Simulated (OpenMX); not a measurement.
**Energy of ZrS2 along an even scaling of the cell**

System: ZrS2 (P-3m1, 3 atoms in the cell).
Method: Kohn-Sham DFT of a periodic cell, PBE, OpenMX 2013 PBE set, no spin polarisation (OpenMX 3.8.5).

The 7 runs differ only in the geometry, by an even scaling of the cell at fixed fractional positions. The structure derives from a Materials Project entry.

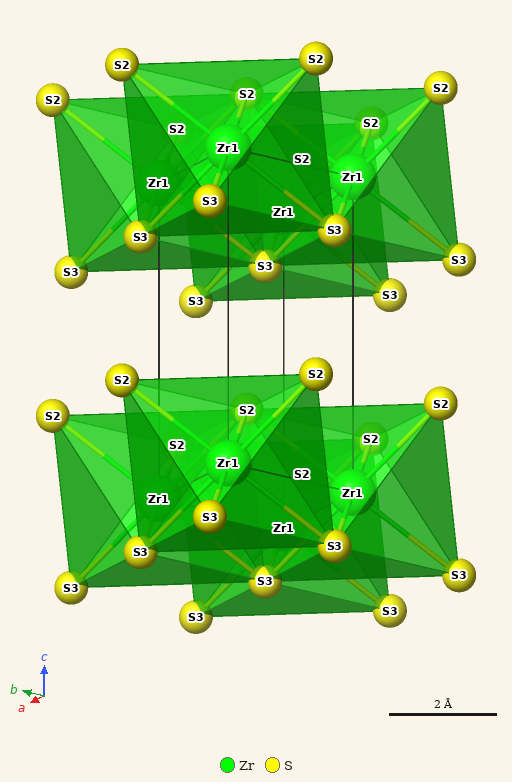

Figure 1. The structure of run 4 (polyhedral view of the cell of the calculation, seen at an oblique angle; polyhedra are completed across the faces of the cell; atoms are numbered from 1 in the order of the input). An atom can appear more than once, as a periodic image.

**Input of run 4**
```
System.CurrrentDirectory             ./
System.Name                          ZrS2
DATA.PATH                            ./DFT_DATA13
level.of.stdout                      1
level.of.fileout                     1
Species.Number                       2
<Definition.of.Atomic.Species
  Zr  Zr7.0-s3p2d1           Zr_PBE13
  S   S7.0-s2p2d1            S_PBE13
Definition.of.Atomic.Species>

Atoms.Number                         3
Atoms.SpeciesAndCoordinates.Unit     FRAC
<Atoms.SpeciesAndCoordinates
    1  Zr    0.0000000000    0.0000000000    0.0000000000   6.000  6.000
    2  S     0.3333333333    0.6666666667    0.2379099700   3.000  3.000
    3  S     0.6666666667    0.3333333333    0.7620900300   3.000  3.000
Atoms.SpeciesAndCoordinates>

Atoms.UnitVectors.Unit               Ang
<Atoms.UnitVectors
     3.6913825498    0.0000000000    0.0000000000
    -1.8456912749    3.1968310632    0.0000000000
     0.0000000000    0.0000000000    6.0410770100
Atoms.UnitVectors>

scf.XcType                           GGA-PBE
scf.SpinPolarization                 off
scf.ElectronicTemperature            580.226
scf.energycutoff                     400.0
scf.maxIter                          100
scf.EigenvalueSolver                 band
scf.Kgrid                            9 9 5
scf.Mixing.Type                      rmm-diisk
scf.Init.Mixing.Weight               0.05
scf.Min.Mixing.Weight                0.001
scf.Max.Mixing.Weight                0.3
scf.Mixing.History                   25
scf.Mixing.StartPulay                8
scf.criterion                        1.0e-8
scf.stress.tensor                    on
MD.Type                              nomd
Band.dispersion                      on
Band.Nkpath                          9
<Band.kpath
   11   0.000000  0.000000  0.000000    0.500000  0.000000  0.000000  G M
    7   0.500000  0.000000  0.000000    0.333333  0.333333  0.000000  M K
   13   0.333333  0.333333  0.000000    0.000000  0.000000  0.000000  K G
    6   0.000000  0.000000  0.000000    0.000000  0.000000  0.500000  G A
   11   0.000000  0.000000  0.500000    0.500000  0.000000  0.500000  A L
    7   0.500000  0.000000  0.500000    0.333333  0.333333  0.500000  L H
   13   0.333333  0.333333  0.500000    0.000000  0.000000  0.500000  H A
    6   0.500000  0.000000  0.500000    0.500000  0.000000  0.000000  L M
    6   0.333333  0.333333  0.000000    0.333333  0.333333  0.500000  K H
Band.kpath>
```

Command:
```bash
openmx ZrS2.dat -nt 1 > ZrS2.std
```

Run 6 has the same physical settings and fractional positions; its lattice vectors (Å) are:
```
   3.739959    0.000000    0.000000
  -1.869979    3.238899    0.000000
   0.000000    0.000000    6.120574
```

**Results, with one run withheld**

| run | volume per atom (Å³) | free energy per atom, from the lowest run given (meV) | gap on the mesh (eV) |
| --- | --- | --- | --- |
| 1 | 22.337 | 56.65 | 0.89 |
| 2 | 22.813 | 32.61 | 0.91 |
| 3 | 23.288 | 15.54 | 0.92 |
| 4 | 23.763 | 4.90 | 0.94 |
| 5 | 24.238 | 0.00 | 0.95 |
| 6 | 24.714 | ? | ? |
| 7 | 25.189 | 5.38 | 0.97 |

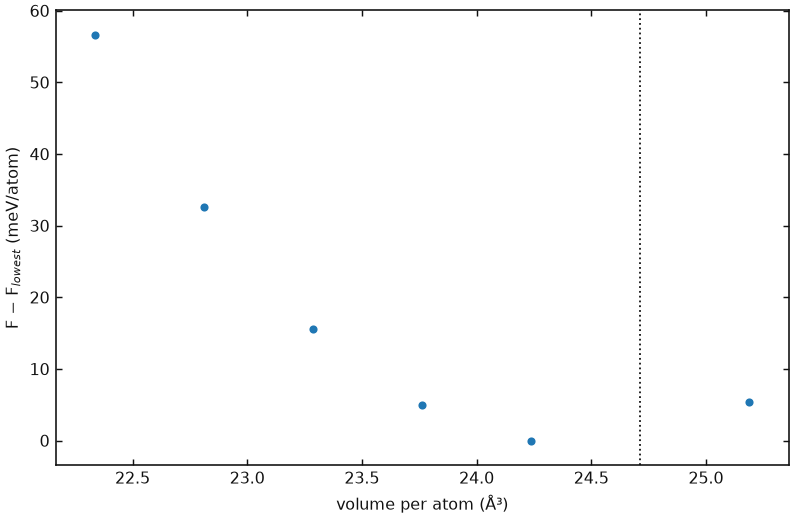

Figure 2. Free energy per atom of the runs given; the dotted line marks run 6.

What should run 6 give?

A cubic polynomial in V^(−2/3) (the Birch–Murnaghan form), fitted to the 6 runs given, misses them by at most 0.03 meV per atom. With x = V^(−2/3) − 0.12163 Å⁻², it reads F = 8.4166 + 6136.2 x + 1.057e+06 x² − 1.5186e+05 x³ (meV per atom). At run 6 it gives 0.31 meV per atom, and the run itself gives 0.30. The fit has its minimum at 24.444 Å³ per atom, where V d²F/dV² gives 86.9 GPa. Cell shape and fractional positions are held, so this is the stiffness under even scaling; the relaxed bulk modulus wasn't computed and can be far lower in a crystal of layers, chains or molecules like this one. The gap on the mesh goes, without turning, from 0.89 eV in run 1 to 0.97 eV in run 7; run 6 has 0.96 eV. These are gaps of this functional on this mesh, which can miss the band edges; they aren't the measured gap.

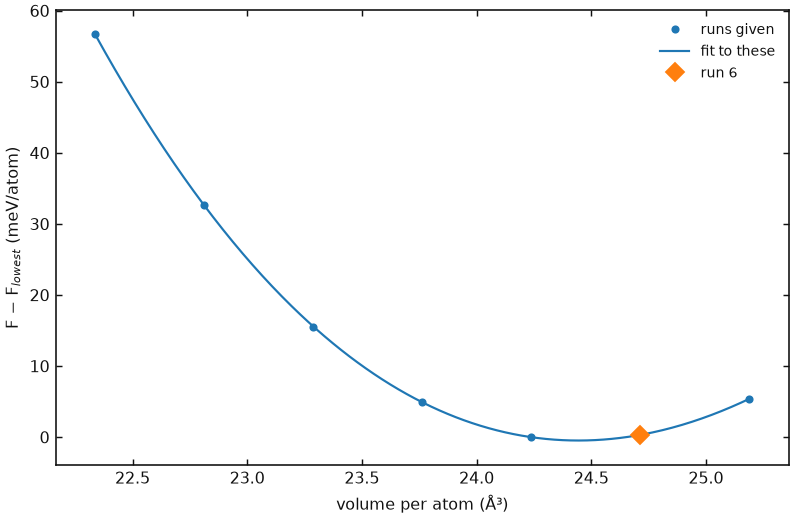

Figure 3. The fit and the withheld run.

**Some lines of the output (run 6)**
```
[...]
  Cell_Volume =    500.325870957089 (Bohr^3)
        Total energy (Hartree) at MD = 1
   kloop=0
   kloop=1
   kloop=202
```

Notes: With a small basis of atomic orbitals these values can differ much from converged plane-wave results.
